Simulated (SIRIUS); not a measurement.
## Energy of CuI along an even scaling of the cell

System: CuI (P4/nmm, 4 atoms in the cell).
Method: Kohn-Sham DFT of a periodic cell, PBEsol, dojo-sr-pbesol-0.4.1-standard, no spin polarisation (SIRIUS 7.10.0).

The 7 runs differ only in the geometry, by an even scaling of the cell at fixed fractional positions. The structure derives from a Materials Project entry.

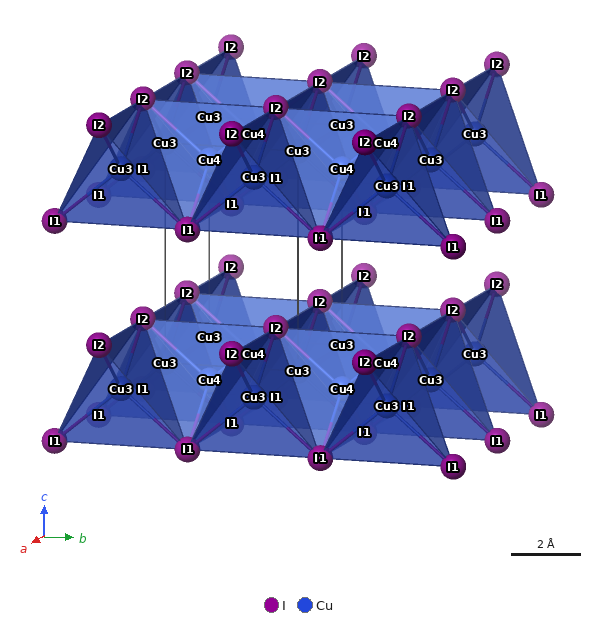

Figure 1. The structure of run 4 (polyhedral view of the cell of the calculation, repeated 2 × 2 × 1, seen slightly off an axis; polyhedra are completed across the faces of the cell; atoms are numbered from 1 in the order of the input). An atom can appear more than once, as a periodic image.

### Input of run 4
```
{
  "control": {
    "processing_unit": "cpu",
    "verbosity": 2,
    "num_bands_to_print": 37,
    "print_forces": true,
    "print_stress": true
  },
  "parameters": {
    "electronic_structure_method": "pseudopotential",
    "xc_functionals": ["XC_GGA_X_PBE_SOL", "XC_GGA_C_PBE_SOL"],
    "gk_cutoff": 9.6,
    "pw_cutoff": 19.2,
    "ngridk": [7, 7, 4],
    "shiftk": [0, 0, 0],
    "smearing": "fermi_dirac",
    "smearing_width": 0.0018374661,
    "num_bands": 37,
    "num_mag_dims": 0,
    "num_dft_iter": 100,
    "energy_tol": 1e-08,
    "density_tol": 1e-06
  },
  "iterative_solver": {
    "type": "davidson",
    "min_tolerance": 1e-09,
    "tolerance_scale": [0.1, 0.25]
  },
  "mixer": {
    "type": "anderson",
    "beta": 0.7,
    "max_history": 8
  },
  "settings": {
    "tol_ne": 1e-10,
    "pseudo_grid_cutoff": 6.5
  },
  "unit_cell": {
    "lattice_vectors": [
      [7.729350595088, 0.0, 0.0],
      [0.0, 7.729350595088, 0.0],
      [0.0, 0.0, 12.380461412578]
    ],
    "atom_coordinate_units": "lattice",
    "atom_types": ["I", "Cu"],
    "atom_files": {
      "I": "I.json",
      "Cu": "Cu.json"
    },
    "atoms": {
      "I": [
        [0.0, 0.5, 0.74303436],
        [0.5, 0.0, 0.25696564]
      ],
      "Cu": [
        [0.0, 0.0, 0.0],
        [0.5, 0.5, 0.0]
      ]
    }
  }
}
```

Command:
```bash
upf_to_json I.upf
upf_to_json Cu.upf
OMP_NUM_THREADS=1 sirius.scf --input=sirius.json --output=out.json --task=0
```

Run 3 has the same physical settings and fractional positions; its lattice vectors (Å) are:
```
   4.062744    0.000000    0.000000
   0.000000    4.062744    0.000000
   0.000000    0.000000    6.507487
```

### Results, with one run withheld

| run | volume per atom (Å³) | free energy per atom, from the lowest run given (meV) | pressure (GPa) | gap on the mesh (eV) |
| --- | --- | --- | --- | --- |
| 1 | 25.757 | 3.43 | 1.58 | 1.56 |
| 2 | 26.305 | 0.00 | 0.42 | 1.52 |
| 3 | 26.853 | ? | ? | ? |
| 4 | 27.401 | 3.88 | −1.50 | 1.46 |
| 5 | 27.949 | 10.35 | −2.29 | 1.43 |
| 6 | 28.497 | 19.36 | −2.99 | 1.40 |
| 7 | 29.045 | 30.61 | −3.60 | 1.37 |

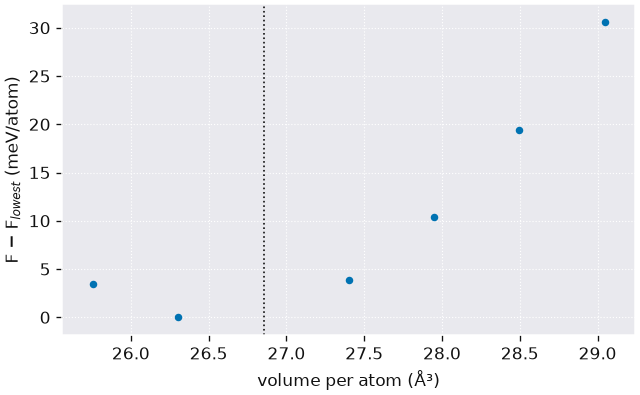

Figure 2. Free energy per atom of the runs given; the dotted line marks run 3.

What should run 3 give?

A cubic polynomial in V^(−2/3) (the Birch–Murnaghan form), fitted to the 6 runs given, misses them by under 0.01 meV per atom. With x = V^(−2/3) − 0.10989 Å⁻², it reads F = 4.3583 − 3658.1 x + 7.0834e+05 x² + 3.7894e+06 x³ (meV per atom). At run 3 it gives 0.30 meV per atom, and the run itself gives 0.30. The slope of the fit gives a pressure −dF/dV of −0.59 GPa there, and the run prints −0.60 GPa. The fit has its minimum at 26.530 Å³ per atom, where V d²F/dV² gives 50 GPa. Cell shape and fractional positions are held, so this is the stiffness under even scaling; the relaxed bulk modulus wasn't computed and can be far lower in a crystal of layers, chains or molecules like this one. The gap on the mesh goes, without turning, from 1.56 eV in run 1 to 1.37 eV in run 7; run 3 has 1.49 eV. These are gaps of this functional on this mesh, which can miss the band edges; they aren't the measured gap.

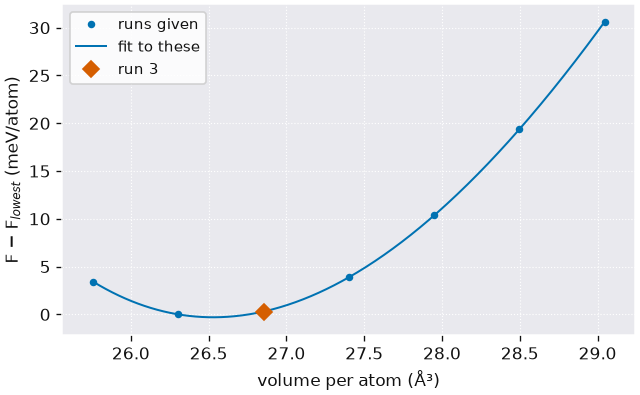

Figure 3. The fit and the withheld run.

### Some lines of the output (run 3)
```
[...]
[find] Efermi                         :       0.28663316
[find] Total energy                   :    -404.83321628 (Ha),    -809.66643256 (Ry)
[find] Free energy (E-TS)             :    -404.83321628 (Ha),    -809.66643256 (Ry)
[find] band gap (eV)                  :       1.48750081
[find] Efermi                         :       0.28663009
[find] band gap (eV)                  :       1.48758408
[find] Efermi                         :       0.28662997
[find] Free energy (E-TS)             :    -404.83321628 (Ha),    -809.66643257 (Ry)
[find] band gap (eV)                  :       1.48756024
[find] Efermi                         :       0.28663044
[find] band gap (eV)                  :       1.48755642
[find] Efermi                         :       0.28663051
[find] band gap (eV)                  :       1.48756026
[find] Efermi                         :       0.28663034
```
